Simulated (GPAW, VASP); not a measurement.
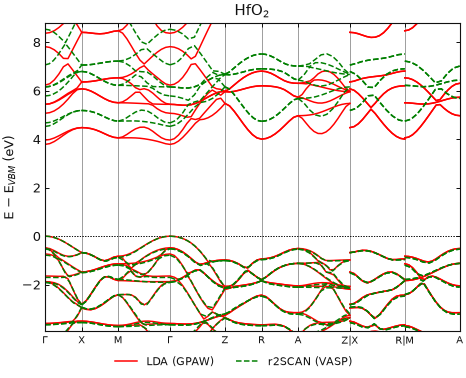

Band structures of rutile-type HfO2, space group P4_2/mnm, 6 atoms in the cell (a = 4.814 Å, c = 3.205 Å (tetragonal axes)), by two methods on the same cell. Each is counted from its own valence-band top.

**How do the methods compare?**

LDA (GPAW) gives a gap of 3.79 eV along the path and r2SCAN (VASP) gives a gap of 4.53 eV along the path.

Settings. LDA (GPAW): the program's PAW data sets (release 1.2.1) made for this functional, no spin polarisation, no spin-orbit coupling, 4×4×6 k mesh, 800 eV cutoff, Fermi-Dirac smearing of 0.05 eV (GPAW 26.7.0). r2SCAN (VASP): VASP PAW PBE potentials, release 64 (Hf_pv, O), no spin polarisation, no spin-orbit coupling, 6×6×8 k mesh, 520 eV cutoff, Fermi-Dirac smearing of 0.05 eV (VASP).

The two runs differ in program as well. The cell is at −4 GPa in LDA (GPAW) and 0 GPa in r2SCAN (VASP). Spin-orbit coupling is left out, which matters for Hf. LDA, GGA and most meta-GGA functionals understate gaps. The usual form of HfO2 is monoclinic. r2SCAN (VASP): the PAW data sets were made with another functional.
